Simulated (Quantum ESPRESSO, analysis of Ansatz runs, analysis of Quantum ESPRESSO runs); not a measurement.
# Substitutional N in diamond: charge-transition level against experiment (Quantum ESPRESSO), part 3 of 4

Subject: substitutional N in diamond. Wanted: its charge-transition level, in one set-up (PBE, SSSP 1.3 efficiency PBE, 32-site cell, PBE lattice, k: the single point 1/4 1/4 1/4 then 2x2x2 shifted, started with the impurity moved along one bond, dielectric constants 5.7 and 5.7 (handbook)). The model is a cell of 32 host atoms with 1 C taken out and 1 N put in. The level is the Fermi energy at which two charge states have equal formation energy, after a correction for the images of the charge. Other potentials or another program check that the number doesn't hang on one set of files.

Quantum ESPRESSO 7.5; PBE, SSSP 1.3 efficiency PBE, 32-site cell, PBE lattice, k: the single point 1/4 1/4 1/4 then 2x2x2 shifted, started with the impurity moved along one bond, dielectric constants 5.7 and 5.7 (handbook).

So far: The starting structure; Relaxation, charge +1; Single point, charge +1.

**4. Relaxation, charge 0**

Level of this step: Quantum ESPRESSO plane-wave DFT, PBE, SSSP 1.3 efficiency PBE potentials; relaxation of all atoms of a defect supercell (Quantum ESPRESSO).

Contents of pw.in:

```
&CONTROL
  calculation = 'relax'
  prefix = 'pwscf'
  outdir = './tmp'
  pseudo_dir = './pseudo'
  tprnfor = .true.
  disk_io = 'low'
  nstep = 70
  forc_conv_thr = 0.00078
  etot_conv_thr = 0.0001
/
&SYSTEM
  ibrav = 0
  nat = 32
  ntyp = 2
  ecutwfc = 60
  ecutrho = 480
  nbnd = 69
  occupations = 'smearing'
  smearing = 'fd'
  degauss = 0.00073499
  nspin = 2
  starting_magnetization(1) = 0.125
  starting_magnetization(2) = 0.1
  tot_magnetization = 1
  nosym = .true.
/
&ELECTRONS
  conv_thr = 3d-08
  electron_maxstep = 100
  mixing_beta = 0.3
/
&IONS
  ion_dynamics = 'bfgs'
/
ATOMIC_SPECIES
C     12.0110 C.pbe-n-kjpaw_psl.1.0.0.UPF
N     14.0070 N.pbe-n-radius_5.UPF
CELL_PARAMETERS angstrom
  -3.5720337417    3.5720337417    3.5720337417
   3.5720337417   -3.5720337417    3.5720337417
   3.5720337417    3.5720337417   -3.5720337417
ATOMIC_POSITIONS crystal
C     -0.0013109058    0.0000634496    0.4966101695
C      0.0030125913    0.2492911464    0.2505738907
[... 1 atom line left out ...]
C      0.0005271701    0.7511082924    0.7474418865
[... 2 atom lines left out ...]
C      0.2518483315    0.5039321721    0.7515669993
[... 3 atom lines left out ...]
N      0.4487742133    0.4511916115    0.4483772586
C      0.4994024358    0.7482601055    0.2521131969
C      0.7489275543   -0.0021196658    0.7462057013
C      0.7518549269    0.2520703150    0.4986636135
[... 1 atom line left out ...]
C      0.7528645405    0.7524401985   -0.0002507528
[... 6 atom lines left out ...]
C      0.2517377938    0.5037712648    0.5028103850
[... 2 atom lines left out ...]
C      0.5010535012    0.2520473359    0.5038003091
C      0.4999009814    0.5033704626    0.2513064122
[... 4 atom lines left out ...]
C      0.7491185677    0.7515945781    0.7477377773
K_POINTS crystal
1
0.25 0.25 0.25 1.0
```

Launch:

```sh
OMP_NUM_THREADS=1 mpirun -n 4 pw.x -in pw.in > pw.out
```

Log:

```text
[banner, memory and clock lines left out]
          URL

     file C.pbe-n-kjpaw_psl.1.0.0.UPF: wavefunction(s)  2S 2P renormalized

     bravais-lattice index     =            0
     lattice parameter (alat)  =      11.6916  a.u.
     unit-cell volume          =    1230.2780 (a.u.)^3
     number of atoms/cell      =           32
     number of atomic types    =            2
     number of electrons       =       129.00 (up:  65.00, down:  64.00)
     number of Kohn-Sham states=           69
     kinetic-energy cutoff     =      60.0000  Ry
     charge density cutoff     =     480.0000  Ry
     scf convergence threshold =      3.0E-08
     mixing beta               =       0.3000
     number of iterations used =            8  plain     mixing
     energy convergence thresh.=      1.0E-04
     force convergence thresh. =      7.8E-04
     Exchange-correlation= PBE
                           (   1   4   3   4   0   0   0)
     nstep                     =           70

     celldm(1)=  11.691630  celldm(2)=   0.000000  celldm(3)=   0.000000
     celldm(4)=   0.000000  celldm(5)=   0.000000  celldm(6)=   0.000000

     crystal axes: (cart. coord. in units of alat)
               a(1) = (  -0.577350   0.577350   0.577350 )
               a(2) = (   0.577350  -0.577350   0.577350 )
               a(3) = (   0.577350   0.577350  -0.577350 )

     reciprocal axes: (cart. coord. in units 2 pi/alat)
               b(1) = ( -0.000000  0.866025  0.866025 )
               b(2) = (  0.866025 -0.000000  0.866025 )
               b(3) = (  0.866025  0.866025  0.000000 )

     PseudoPot. # 1 for C  read from file:
     C.pbe-n-kjpaw_psl.1.0.0.UPF
     Pseudo is Projector augmented-wave + core cor, Zval =  4.0
     Generated using "atomic" code by A. Dal Corso  v.5.1
     Shape of augmentation charge: PSQ
     Using radial grid of 1073 points,  4 beta functions with:
                l(1) =   0
                l(2) =   0
                l(3) =   1
                l(4) =   1
     Q(r) pseudized with 0 coefficients

     PseudoPot. # 2 for N  read from file:
     N.pbe-n-radius_5.UPF
     Pseudo is Ultrasoft + core correction, Zval =  5.0
     Generated using "atomic" code by A. Dal Corso  v.5.1
     Using radial grid of 1085 points,  4 beta functions with:
                l(1) =   0
                l(2) =   0
                l(3) =   1
                l(4) =   1
     Q(r) pseudized with 0 coefficients

     atomic species   valence    mass     pseudopotential
     C                 4.00    12.01100     C ( 1.00)
     N                 5.00    14.00700     N ( 1.00)

     Starting magnetic structure
     atomic species   magnetization
     C               0.125
     N               0.100

     No symmetry found

   Cartesian axes

     site n.     atom                  positions (alat units)
         1        C      tau(   1) = (   0.2875115   0.2859245  -0.2874382  )
         2        C      tau(   2) = (   0.2868579   0.0024799   0.0009987  )
         3        C      tau(   3) = (   0.2898905  -0.2889970   0.2916532  )
         4        C      tau(   4) = (   0.8648840  -0.0018124   0.0024212  )
         5        C      tau(   5) = (  -0.0026481   0.2872207   0.0011497  )
         6        C      tau(   6) = (  -0.0012611  -0.0029738   0.2885490  )
         7        C      tau(   7) = (   0.5794581   0.2883767   0.0024327  )
         8        C      tau(   8) = (   0.5763293  -0.0028566   0.2875584  )
         9        C      tau(   9) = (  -0.2888466   0.2861506   0.2866634  )
        10        C      tau(  10) = (   0.2890059   0.5794551  -0.0024310  )
        11        N      tau(  11) = (   0.2602664   0.2574750   0.2607248  )
        12        C      tau(  12) = (   0.2892357   0.0018796   0.5747807  )
        13        C      tau(  13) = (  -0.0027953   0.8644394   0.0003477  )
        14        C      tau(  14) = (  -0.0006472   0.5764544   0.2917129  )
        15        C      tau(  15) = (  -0.0023333   0.2909118   0.5772959  )
        16        C      tau(  16) = (  -0.0003898   0.0001002   0.8692329  )
        17        C      tau(  17) = (   0.1412224   0.1438684  -0.1450623  )
[...]
25        C      tau(  25) = (   0.1457717   0.7188508  -0.1449241  )
        26        C      tau(  26) = (   0.1471055   0.4346330   0.1439337  )
        27        C      tau(  27) = (   0.1470949   0.1430887   0.4341472  )
        28        C      tau(  28) = (   0.1453079  -0.1428061   0.7243642  )
        29        C      tau(  29) = (  -0.1413238   0.7221931   0.1432833  )
        30        C      tau(  30) = (  -0.1454211   0.4358575   0.4319251  )
        31        C      tau(  31) = (  -0.1438532   0.1448896   0.7248359  )
        32        C      tau(  32) = (   0.4331361   0.4302771   0.4347305  )

     number of k points=     1  Fermi-Dirac smearing, width (Ry)=  0.0007
                       cart. coord. in units 2pi/alat
        k(    1) = (   0.4330127   0.4330127   0.4330127), wk =   1.0000000

     Dense  grid:   218679 G-vectors     FFT dimensions: (  81,  81,  81)

     Smooth grid:    77413 G-vectors     FFT dimensions: (  60,  60,  60)

     Check: negative core charge=   -0.000003
     Generating pointlists ...
     new r_m :   0.0976 (alat units)  1.1409 (a.u.) for type    1
     new r_m :   0.0976 (alat units)  1.1409 (a.u.) for type    2

     Initial potential from superposition of free atoms

     starting charge     128.9987, renormalised to     129.0000
     Starting wfcs are  128 randomized atomic wfcs
     Checking if some PAW data can be deallocated...

     Self-consistent Calculation

     iteration #  1     ecut=    60.00 Ry     beta= 0.30
     Davidson diagonalization with overlap
     ethr =  1.00E-02,  avg # of iterations =  2.0

     total energy              =    -591.26246536 Ry
     estimated scf accuracy    <       1.91442135 Ry

     total magnetization       =     1.00 Bohr mag/cell
     absolute magnetization    =     1.06 Bohr mag/cell

     iteration #  2     ecut=    60.00 Ry     beta= 0.30
     Davidson diagonalization with overlap
     ethr =  1.48E-03,  avg # of iterations =  1.5

     total energy              =    -591.07436095 Ry
     estimated scf accuracy    <       0.79296681 Ry

     total magnetization       =     1.00 Bohr mag/cell
     absolute magnetization    =     1.02 Bohr mag/cell

     iteration #  3     ecut=    60.00 Ry     beta= 0.30
     Davidson diagonalization with overlap
     ethr =  6.15E-04,  avg # of iterations =  3.5

     total energy              =    -591.15163282 Ry
     estimated scf accuracy    <       0.01617019 Ry

[...]
new conv_thr            =       0.0000000005 Ry

ATOMIC_POSITIONS (crystal)
C               -0.0006158584       -0.0003009830        0.4999241962
C               -0.0054396116        0.2474442550        0.2466591477
C               -0.0006097806        0.5007260359       -0.0010733612
C                0.0030171562        0.7535343348        0.7527648300
C                0.2470776907       -0.0051914783        0.2466448270
C                0.2471118238        0.2474612283       -0.0059297418
C                0.2501238625        0.4981797992        0.7466238460
C                0.2501097748        0.7474065906        0.4973669233
C                0.5003939439       -0.0002886504       -0.0010947786
C                0.4978763508        0.2504362730        0.7466336083
N                0.4615253468        0.4618697687        0.4610680652
C                0.4978461739        0.7474213862        0.2496615587
C                0.7532534898        0.0033662427        0.7527691865
C                0.7470521298        0.2504045267        0.4973785827
C                0.7471242252        0.4982151558        0.2496721615
C                0.7532106065        0.7535703177        0.0025491396
[...]
NEW-OLD atomic charge density approx. for the potential

     Check: negative core charge=   -0.000003
     Generating pointlists ...

     Self-consistent Calculation

     iteration #  1     ecut=    60.00 Ry     beta= 0.30
     Davidson diagonalization with overlap
     ethr =  1.00E-06,  avg # of iterations =  2.0

     Threshold (ethr) on eigenvalues was too large:
     Diagonalizing with lowered threshold

     Davidson diagonalization with overlap
     ethr =  2.85E-09,  avg # of iterations =  5.5

     total energy              =    -591.25474648 Ry
     estimated scf accuracy    <       0.00000504 Ry

     total magnetization       =     1.00 Bohr mag/cell
     absolute magnetization    =     1.12 Bohr mag/cell

     iteration #  2     ecut=    60.00 Ry     beta= 0.30
     Davidson diagonalization with overlap
     ethr =  3.90E-09,  avg # of iterations =  2.0

     total energy              =    -591.25474651 Ry
     estimated scf accuracy    <       0.00000168 Ry

     total magnetization       =     1.00 Bohr mag/cell
     absolute magnetization    =     1.12 Bohr mag/cell

     iteration #  3     ecut=    60.00 Ry     beta= 0.30
     Davidson diagonalization with overlap
     ethr =  1.30E-09,  avg # of iterations =  2.0

     total energy              =    -591.25474673 Ry
     estimated scf accuracy    <       0.00000023 Ry

     total magnetization       =     1.00 Bohr mag/cell
     absolute magnetization    =     1.12 Bohr mag/cell

     iteration #  4     ecut=    60.00 Ry     beta= 0.30
     Davidson diagonalization with overlap
     ethr =  1.81E-10,  avg # of iterations =  2.0

     total energy              =    -591.25474677 Ry
     estimated scf accuracy    <       0.00000003 Ry

     total magnetization       =     1.00 Bohr mag/cell
     absolute magnetization    =     1.12 Bohr mag/cell

     iteration #  5     ecut=    60.00 Ry     beta= 0.30
     Davidson diagonalization with overlap
     ethr =  2.46E-11,  avg # of iterations =  4.0

     total energy              =    -591.25474678 Ry
     estimated scf accuracy    <          4.7E-09 Ry

     total magnetization       =     1.00 Bohr mag/cell
     absolute magnetization    =     1.12 Bohr mag/cell

     iteration #  6     ecut=    60.00 Ry     beta= 0.30
     Davidson diagonalization with overlap
     ethr =  3.65E-12,  avg # of iterations =  3.0

     total energy              =    -591.25474678 Ry
     estimated scf accuracy    <          5.9E-10 Ry

     total magnetization       =     1.00 Bohr mag/cell
     absolute magnetization    =     1.12 Bohr mag/cell

     iteration #  7     ecut=    60.00 Ry     beta= 0.30
     Davidson diagonalization with overlap
     ethr =  4.61E-13,  avg # of iterations =  3.5

     Magnetic moment per site  (integrated on atomic sphere of radius R)
[...]
atom  25 (R=0.098)  charge=  1.7679  magn=  0.0042
     atom  26 (R=0.098)  charge=  1.7624  magn= -0.0023
     atom  27 (R=0.098)  charge=  1.7625  magn= -0.0023
     atom  28 (R=0.098)  charge=  1.7679  magn=  0.0042
     atom  29 (R=0.098)  charge=  1.7680  magn=  0.0042
     atom  30 (R=0.098)  charge=  1.7903  magn=  0.0035
     atom  31 (R=0.098)  charge=  1.7679  magn=  0.0042
     atom  32 (R=0.098)  charge=  1.8091  magn=  0.2836

     End of self-consistent calculation

 ------ SPIN UP ------------

          k = 0.4330 0.4330 0.4330 (  9700 PWs)   bands (ev):

[...]
15.6841  18.4640  19.0278  19.0279  19.2404

 ------ SPIN DOWN ----------

          k = 0.4330 0.4330 0.4330 (  9700 PWs)   bands (ev):

    -7.5774  -6.4902  -6.4894  -6.3696  -3.9865  -2.5266  -2.5264  -2.2518
    -2.2508  -2.2372  -2.1738  -2.1732  -2.0976  -2.0608  -2.0601  -1.5892
     1.6062   2.0477   2.0479   2.3952   2.3958   2.4021   2.4764   2.5096
     2.5100   2.5859   2.5863   3.1001   5.6357   5.6358   6.0065   6.3642
     6.3683   6.3683   6.5050   6.5054   6.5254   6.5258   6.6867   6.6932
     6.6936   6.7844   6.7849   7.2399   7.8927   7.8931   8.2684   8.2688
     8.3127   8.3599   8.3602   8.4044   8.5172   8.5387   8.5394   9.0968
    11.0843  11.0847  11.4279  11.4282  11.5525  11.5534  11.5736  12.3144
    16.8729  18.5407  19.0481  19.0483  19.2570

     the spin up/dw Fermi energies are    15.9634   12.5698 ev

!    total energy              =    -591.25474678 Ry
     estimated scf accuracy    <          1.5E-10 Ry
     smearing contrib. (-TS)   =      -0.00000000 Ry
     internal energy E=F+TS    =    -591.25474678 Ry

     The total energy is F=E-TS. E is the sum of the following terms:
     one-electron contribution =     130.86277342 Ry
     hartree contribution      =      34.00324079 Ry
     xc contribution           =    -150.84779898 Ry
     ewald contribution        =    -414.25422143 Ry
     one-center paw contrib.   =    -191.01874058 Ry

     total magnetization       =     1.00 Bohr mag/cell
     absolute magnetization    =     1.12 Bohr mag/cell

     convergence has been achieved in   7 iterations

     Forces acting on atoms (cartesian axes, Ry/au):

[...]
atom   25 type  1   force =     0.00021590    0.00010701    0.00011291
     atom   26 type  1   force =     0.00005156    0.00007559    0.00016388
     atom   27 type  1   force =     0.00004271    0.00017445   -0.00020396
     atom   28 type  1   force =    -0.00019916    0.00009192    0.00017063
     atom   29 type  1   force =     0.00004595    0.00010195    0.00004539
     atom   30 type  1   force =    -0.00033472   -0.00001015   -0.00011068
     atom   31 type  1   force =    -0.00019701   -0.00019451   -0.00005009
     atom   32 type  1   force =    -0.00009544   -0.00008837    0.00010920

     Total force =     0.001894     Total SCF correction =     0.000014
     Energy error            =      2.1E-05 Ry
     Gradient error          =      5.1E-04 Ry/Bohr

     bfgs converged in   7 scf cycles and   6 bfgs steps
     (criteria: energy <  1.0E-04 Ry, force <  7.8E-04 Ry/Bohr)

     End of BFGS Geometry Optimization

     Final energy             =    -591.2547467769 Ry

     File ./tmp/pwscf.bfgs deleted, as requested
Begin final coordinates

ATOMIC_POSITIONS (crystal)
[...]
C                0.4999472264       -0.0012688391        0.7476718641
C                0.4909078950        0.2440830526        0.4904654813
C                0.4909571612        0.4912972732        0.2433108496
C                0.4999264618        0.7485054217       -0.0020198635
C                0.7481585861       -0.0012512726        0.4994808872
C                0.7473918194        0.2482112226        0.2474108866
C                0.7481993346        0.5003158439       -0.0019920545
C                0.7892157933        0.7895478470        0.7887643937
End final coordinates
```

Run time: 2.2 min. Hardware: 4 MPI ranks of Arm Neoverse V2, shared host; peak memory 0.64 GiB.

Relaxation path:

```
step  energy less that of the first step (eV)
   0                                   0.0000
   1                                  -0.9834
   2                                  -1.2097
   3                                  -1.2758
   4                                  -1.2821
   5                                  -1.2847
   6                                  -1.2850
```

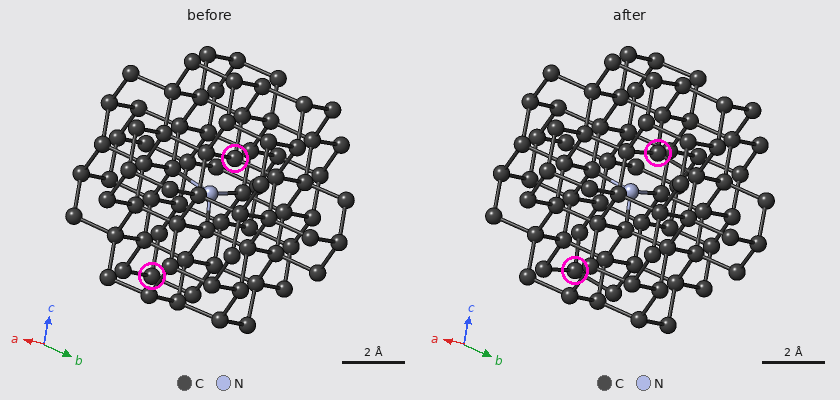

Before and after: the atoms that start within 5 Å of the centre. C32, which moves most, is ringed if it is among them.

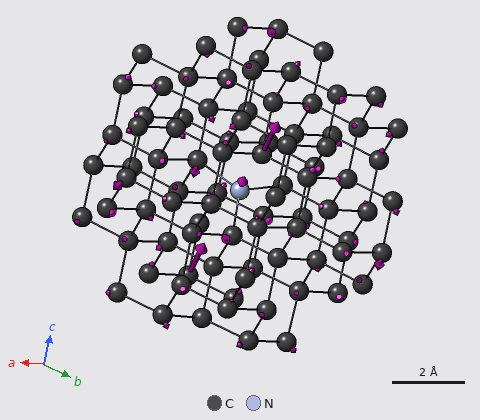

Displacements in the relaxation near the centre, exaggerated; the longest in the cell stands for 0.25 Å.

The atoms that moved most (Å):

```
atom      dx      dy      dz  length
 C32   0.139   0.154   0.132   0.246
 N11   0.038   0.053   0.038   0.075
 C23  -0.060  -0.028  -0.029   0.072
 C26  -0.040  -0.055  -0.017   0.070
 C27  -0.040  -0.017  -0.047   0.064
  C2   0.010  -0.038  -0.023   0.045
 C10  -0.005  -0.034   0.021   0.040
 C21  -0.034   0.000   0.012   0.036
```

The relaxed structure:

```xyz
32
Lattice="-3.5720 3.5720 3.5720 3.5720 -3.5720 3.5720 3.5720 3.5720 -3.5720" Properties=species:S:1:pos:R:3 pbc="T T T"
C     1.7869    1.7846   -1.7890
C     1.7844   -0.0222   -0.0166
C     1.7870   -1.7946    1.7903
C     5.3698    0.0080    0.0135
C    -0.0201    1.7821   -0.0170
C    -0.0199   -0.0224    1.7878
C     3.5530    1.7809    0.0060
C     3.5530    0.0003    1.7866
C    -1.7924    1.7845    1.7903
C     1.7831    3.5509    0.0060
N     1.6482    1.6457    1.6514
C     1.7833    0.0003    3.5563
C     0.0103    5.3675    0.0138
C     0.0026    3.5507    1.7863
C     0.0027    1.7809    3.5566
C     0.0104    0.0078    5.3732
C     0.9027    0.9004   -0.9057
C     0.9029   -0.9113    0.9061
C     4.4634    0.8782   -0.8895
C     4.4635   -0.8949    0.8839
C    -0.9089    0.9004    0.9059
C     2.6691    2.6669   -0.8960
C     2.6362    0.8680    0.8737
C     2.6691   -0.9016    2.6724
C     0.8803    4.4611   -0.8894
C     0.8703    2.6336    0.8735
C     0.8703    0.8679    2.6395
C     0.8807   -0.8951    4.4667
C    -0.8928    4.4611    0.8838
C    -0.8993    2.6668    2.6726
C    -0.8926    0.8783    4.4669
C     2.8187    2.8163    2.8219
```

Neighbours of N11 at the end:

```
atom  distance (Å)
 C23         1.478
 C26         1.479
 C27         1.479
 C32         2.027
  C2         2.363
  C6         2.363
  C5         2.363
  C8         2.521
  C7         2.521
 C12         2.521
 C14         2.521
 C15         2.521
 C10         2.521
```

Numbers from this step:

```
total moment                          : 1.000 μB
integral of the absolute spin density : 1.124 μB
```

First to last step the energy falls by 1.285 eV; the largest move, 0.25 Å, is that of C32.

[end of part 3 of 4]

[Logs are printed without paths, hosts, clocks, repeated set-up lines and the standing remarks that a program may print on its own settings, such as how far it seeks lower states.]

[Hosts, paths, dates, database ids (printed as entryN), source tags and the programs' standing remarks are cut or masked in the printed files.]

[For some hosts the program warned that the k-mesh of the response run may be too coarse for force constants and the static dielectric constant; such warnings are not shown here.]
